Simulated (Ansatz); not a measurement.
Fe: single-point calculation (part 2 of 2)

The same run, continued: Fe (2 atoms in the cell); DFT, PBE+U, PAW, plane waves, scalar-relativistic, Ueff = 3.3 eV on Fe d, spin-polarised (Ansatz 0.2.0); cutoff 420 eV, 12×6×12 k-mesh, Fermi–Dirac smearing of 0.1 eV, collinear spins. The structure derives from an entry of the Crystallography Open Database. It belongs to a series of runs on one base structure; here: parallel moments, default search for lower states.

Geometry of the input (Å; fractional positions):
```
-1.4550  1.4550  1.4550
2.9100  -2.9100  2.9100
1.4550  1.4550  -1.4550
Fe 0.0000  0.0000  0.0000
Fe 0.0000  0.5000  -0.0000
```

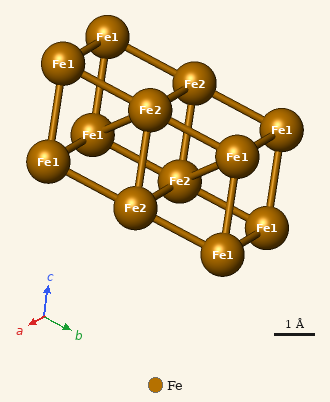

Figure 1. The structure (ball-and-stick view of the cell of the calculation, seen slightly off an axis; atoms are numbered from 1 in the order of the input).

Log, continued:
```
SCF iter   1: F=—  HF=-8956.531556 eV  |F-HF|=—  |Δ(HF+E_count)|=         —  Δρ=8.53e-6 (↑8.53e-6 ↓5.15e-6)  dr2=3.20e-9  dr2_m=9.63e-9  M=5.595 μB ∫|m|=6.032 μB  ethr=3.13e-10  ⟨swp⟩=1.5  Hψ=64204  notcnv=0
SCF iter   2: F=—  HF=-8956.548608 eV  |F-HF|=—  |Δ(HF+E_count)|=   1.71e-2  Δρ=2.38e-3 (↑2.38e-3 ↓1.09e-3)  dr2=9.99e-4  dr2_m=2.93e-4  M=5.612 μB ∫|m|=5.981 μB  ethr=3.13e-6  ⟨swp⟩=1.1  Hψ=35439  notcnv=0
SCF iter   3: F=—  HF=-8956.550127 eV  |F-HF|=—  |Δ(HF+E_count)|=   1.52e-3  Δρ=2.96e-4 (↑1.24e-4 ↓2.96e-4)  dr2=1.20e-5  dr2_m=4.38e-6  M=5.611 μB ∫|m|=5.943 μB  ethr=3.13e-6  ⟨swp⟩=1.0  Hψ=20679  notcnv=0
SCF iter   4: F=—  HF=-8956.550124 eV  |F-HF|=—  |Δ(HF+E_count)|=   2.34e-6  Δρ=4.29e-5 (↑4.29e-5 ↓1.98e-5)  dr2=1.62e-7  dr2_m=1.50e-7  M=5.611 μB ∫|m|=5.942 μB  ethr=1.08e-7  ⟨swp⟩=1.0  Hψ=18253  notcnv=0
an SCF from an earlier converged SCF that another search, or another magnetic order, replaced, along what its orbitals showed of its open shells (or to have them read), with 8 of the crystal's symmetry operations given up, reached no lower state that the run goes on to. This is no proof of a minimum
Symmetry: 4 space group operations
k-points: 260 of 864
iter 1 solved again at ethr=3.13e-10 eV; its pass at ethr=3.13e-6 eV (dr2=1.75e-7 eV) is discarded
SCF iter   1: F=—  HF=-8956.582556 eV  |F-HF|=—  |Δ(HF+E_count)|=         —  Δρ=1.76e-6 (↑1.50e-6 ↓1.76e-6)  dr2=9.78e-10  dr2_m=3.45e-10  M=5.615 μB ∫|m|=5.944 μB  ethr=3.13e-10  ⟨swp⟩=1.4  Hψ=108824  notcnv=0
SCF iter   2: F=—  HF=-8956.578696 eV  |F-HF|=—  |Δ(HF+E_count)|=   3.86e-3  Δρ=7.04e-3 (↑2.46e-3 ↓7.04e-3)  dr2=2.47e-2  dr2_m=1.36e-3  M=5.615 μB ∫|m|=5.944 μB  ethr=3.13e-6  ⟨swp⟩=1.0  Hψ=53162  notcnv=0
SCF iter   3: F=—  HF=-8956.582532 eV  |F-HF|=—  |Δ(HF+E_count)|=   3.84e-3  Δρ=2.62e-4 (↑5.19e-5 ↓2.62e-4)  dr2=3.00e-5  dr2_m=3.38e-6  M=5.615 μB ∫|m|=5.945 μB  ethr=3.13e-6  ⟨swp⟩=1.0  Hψ=27946  notcnv=0
SCF iter   4: F=-8956.582556 eV  HF=-8956.582556 eV  |F-HF|=7.71e-8  |Δ(HF+E_count)|=   2.44e-5  Δρ=1.32e-5 (↑4.40e-6 ↓1.32e-5)  dr2=9.03e-8  dr2_m=6.90e-9  M=5.615 μB ∫|m|=5.944 μB  ethr=3.13e-10  ⟨swp⟩=1.1  Hψ=27434  notcnv=0
SCF 4 converged in 4 iterations: F = -8956.582556 eV  dr2 = 9.03e-8
an SCF along what the orbitals of the run's state read of its open shells (or to have them read: on a GPU, or by another smearing), with 12 of the crystal's symmetry operations given up (260 k-points in place of 154), reached no lower state that the run goes on to. This is no proof of a minimum
the last iteration of the SCF fills more bands at one k-point than at another: 18 at σ=↑ k=6 and 20 at σ=↑ k=7; 12 at σ=↓ k=6 and 14 at σ=↓ k=13 (a band counts as filled where it holds over half of its capacity, the bands of one level by their mean; [...]
no probe read this state for a lower one beside it (scf.lower_state_search): an SCF that set out along what the orbitals read of the open shells (or to have them read: on a GPU, or by another smearing), or from atoms, led to it (look_outside_group), and dielectric_reading bears what that SCF, or the last one behin [...]
SCF converged after 2 iterations
Stability not told: the lowest value that the SCF's own minimisation read on its close, 9.6e-2 (residual 2.5e-4), is positive but too near zero to vouch for directions that it does not look along: no lower mode is shown, and none is ruled out
Magnetization: 5.6150 μB (18.8075 up, 13.1925 down)
Absolute magnetization: 5.9449 μB (∫|ρ↑−ρ↓|, with the PAW one-centre terms)
Spin contamination: 0.1960 ħ² per cell (⟨S²⟩ above its minimum at these occupations)
Per-site moments (μB) at R_I (Å): [(2.9245738275057658, 1.0395552440677456), (2.818551858379431, 1.0395552440677456)]
Free energy (F): -8956.582556 eV
Harris-Foulkes:  -8956.582556 eV  (|F-HF|=1.58e-10)
Internal energy: -8956.531871 eV  (E = F + TS)
E sigma→0 (E₀):  -8956.557214 eV
Entropy (-TS):   -0.050685 eV (-25.343 meV/atom)
Fermi energy:    17.042360 eV
--- Per-component energies (eV) ---
  E_band       = -480.962437
  E_kinetic    = 696.515190
  E_local      = -4340.645319  (includes V_loc(G=0)·N_el)
  E_nonlocal   = 446.664544
  E_hartree    = 1819.223398
  E_xc         = -233.646275
  E_vxc        = -300.685796  (∫ρ·V_xc dr)
  E_hubbard    = 3.600076  (on-site DFT+U / exact-exchange correction)
  E_vhub       = -15.160518  (the Hubbard potential's part of the band-sum identity)
  E_paw        = -2738.162485  (= ΣΔE_a)
  E_vpaw       = -606.096753  (= ΣTr[D̂ρ^β])
  E_aug_tail   = 0.001440  (compensation charges beyond the density's cutoff)
  E_ewald      = -4610.082440
  E_smearing   = -0.050685  (= −TS)
  E_closure    = 0.000000  (closes the sum)
  Σ components = -8956.582556   (vs F -8956.582556, Δ=0.00e0)
--- Forces (eV/Å), atoms counted from 1 ---
  atom   1  Fe     0.00000000    -0.00000000    -0.00000000
  atom   2  Fe     0.00000000     0.00000000     0.00000000
  max |Σ_I F_I| component: 5.05e-29 eV/Å
--- Stress (GPa, compression-positive) ---
        9.259076       0.000000      -2.362667
        0.000000       5.869638      -0.000000
       -2.362667       0.000000       9.259076
  P = ⅓ Tr σ = 8.1293 GPa (81.293 kbar)
--- Band table (eV; the first three rows and the last of 308) ---
  k-point 0 ↑: bands = ["-71.2869", "-70.9661", "-37.5616", "-37.2131", "-37.0934", "-37.0547", "-36.8456", "-36.7515", "8.6793", "10.8172", "11.9613", "13.0301", "13.0344", "13.1209", "14.0897", "14.1007", "14.3697", "14.4079", "15.5336", "17.2373", "23.2003", "34.1657", "35.5358", "38.9169"]
  k-point 1 ↑: bands = ["-71.2844", "-70.9639", "-37.5566", "-37.2174", "-37.1048", "-37.0625", "-36.8546", "-36.7539", "8.9481", "10.9561", "12.0009", "12.9986", "13.0267", "13.2179", "13.9800", "14.0811", "14.2318", "14.3567", "15.0757", "17.6835", "23.7190", "32.8906", "35.0538", "38.7640"]
  k-point 2 ↑: bands = ["-71.2781", "-70.9583", "-37.5457", "-37.2298", "-37.1443", "-37.0759", "-36.8774", "-36.7574", "9.6940", "11.3404", "12.0723", "12.8164", "12.9943", "13.3525", "13.6211", "13.9714", "14.1376", "14.3305", "14.7092", "18.1598", "25.1839", "30.1161", "35.1005", "35.3721"]
  k-point 153 ↓: bands = ["-67.7635", "-67.6016", "-34.0305", "-33.9745", "-33.9238", "-33.9197", "-33.8869", "-33.6618", "14.6230", "15.7700", "15.8833", "16.3639", "16.7791", "18.0490", "18.4091", "18.7340", "19.3459", "21.3860", "22.8662", "23.1124", "25.1335", "25.5182", "30.3159", "30.4415"]
Occupation matrices written to [file]
```

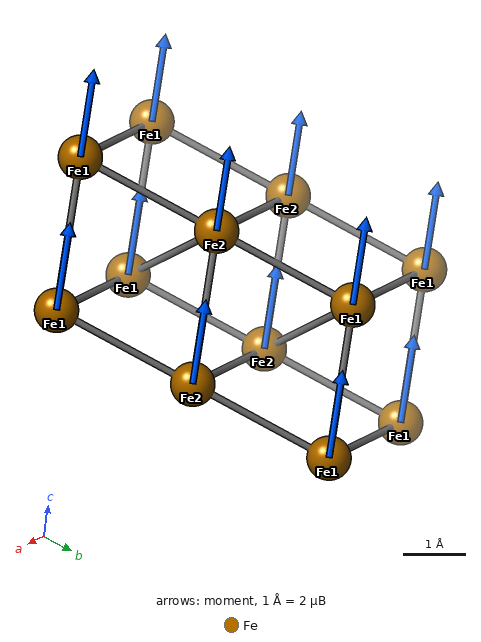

Figure 2. Magnetic moments of the sites as blue arrows (ball-and-stick view of the cell of the calculation, seen slightly off an axis; atoms are numbered from 1 in the order of the input); small moments hardly show. The run is collinear, so the axis drawn is arbitrary. Site moments: Fe1 (2.92 μB); Fe2 (2.82 μB). They are counted near the atoms and needn't add up to the moment of the cell.

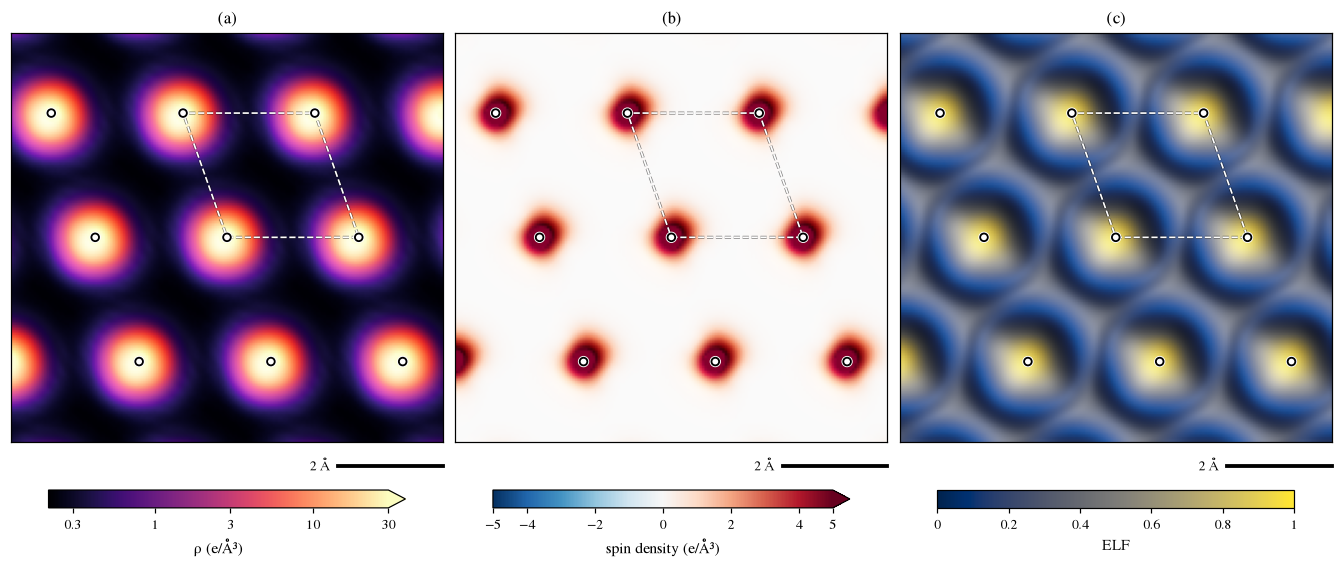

Figure 3. (a) valence electron density; (b) magnetisation density (up minus down); (c) ELF on the (010) plane of the calculation cell. Circles mark the nuclei in the plane (Fe). Atoms in the plane: Fe. Fe–Fe (2.52 Å): ρ is about 0.29 e/Å³ halfway; the ELF is about 0.20 at the midpoint (no localised pair between them). Away from the nuclei the density in this plane falls to 0.21 e/Å³ at its lowest. The strong features right at Fe lie inside the PAW spheres (semicore, d or f shells) and say nothing about bonding. The cell of the calculation (2 atoms) carries 5.6 μB net. In a PAW calculation such maps are meaningful between the atoms, not at the nuclei.

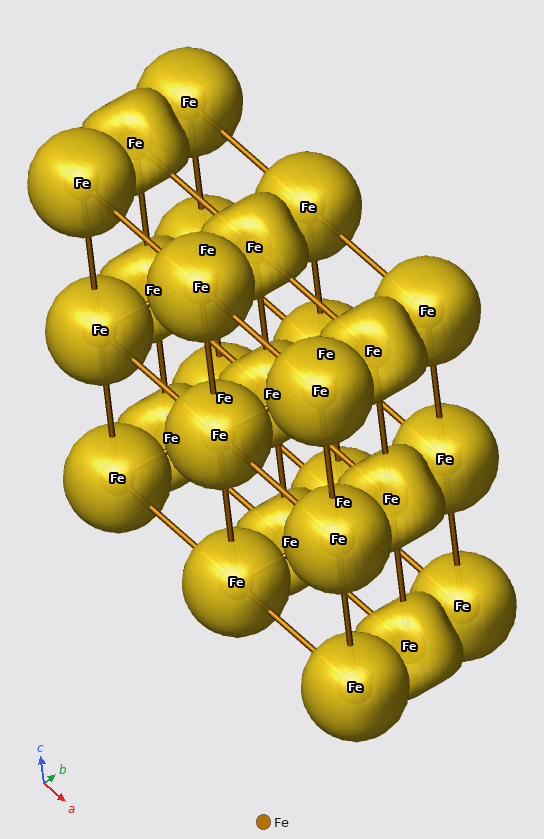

Figure 4. Isosurface of the spin density (up minus down) at +0.3 e/Å³ (yellow), seen slightly off an axis. Sticks mark near contacts. The outline is the calculation cell. The cell of the calculation (2 atoms) carries 5.6 μB net.

Summary:

- outcome: converged
- space group (tolerance 0.01 Å): Im-3m (229)
- electrons treated: 32
- free energy: −8956.5826 eV
- Fermi energy: 17.042 eV
- net moment of the cell: 5.62 μB
- integrated absolute moment: 5.94 μB
- pressure: 8.13 GPa
- largest force (length of the vector): under 0.001 eV/Å
- wall time: 96 s (CPU time 3.1 min)
- peak memory: 1.2 GiB

Remarks:

The program warns: the state was not tested for a lower one. The cell is under a pressure of 8.1 GPa at this level, so it is not at its equilibrium volume.
